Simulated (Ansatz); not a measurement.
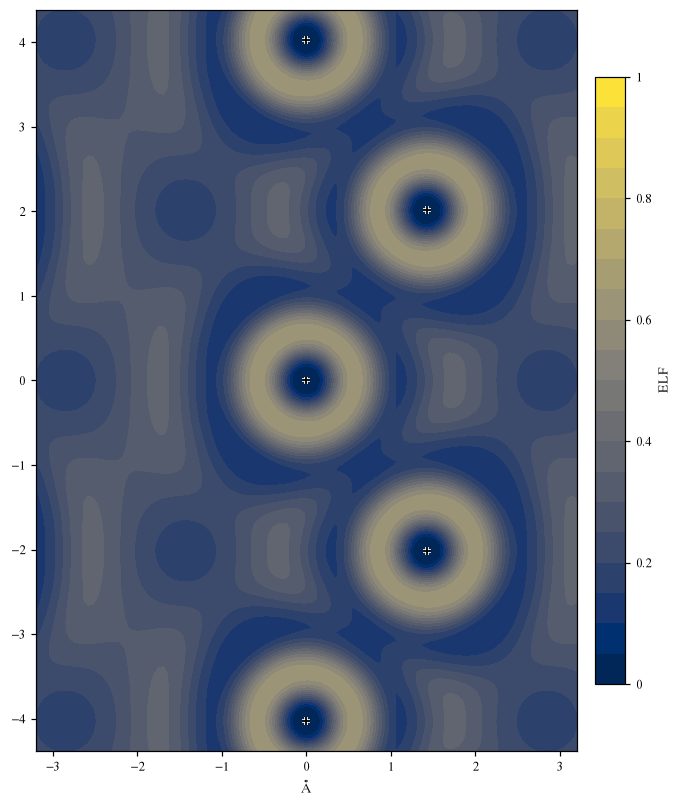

The electron localisation function on a plane through atoms (crosses mark nuclei in the plane).

The calculation used Ansatz 0.2.0, DFT, PBE, plane waves (420 eV) with PAW, scalar-relativistic.

Candidates:
A. Ti, a = 5.70 Å, b = 5.70 Å, c = 5.70 Å, α = 90.00°, β = 90.00°, γ = 90.00°. Space group Fd-3m; set up as Ti, diamond; a generated structure, not necessarily the stable one; computed without spin polarisation.
B. Ir, a = 3.11 Å, b = 3.11 Å, c = 3.11 Å, α = 90.00°, β = 90.00°, γ = 90.00°. Space group Im-3m; set up as Ir, bcc; a generated structure, not necessarily the stable one; spin-polarised.

**Which system is this?**

Candidate A: Ti on the (110) plane of the conventional cell, which holds Ti. Ti–Ti (2.47 Å): the ELF is about 0.15 at the midpoint (no localised pair shows between them).
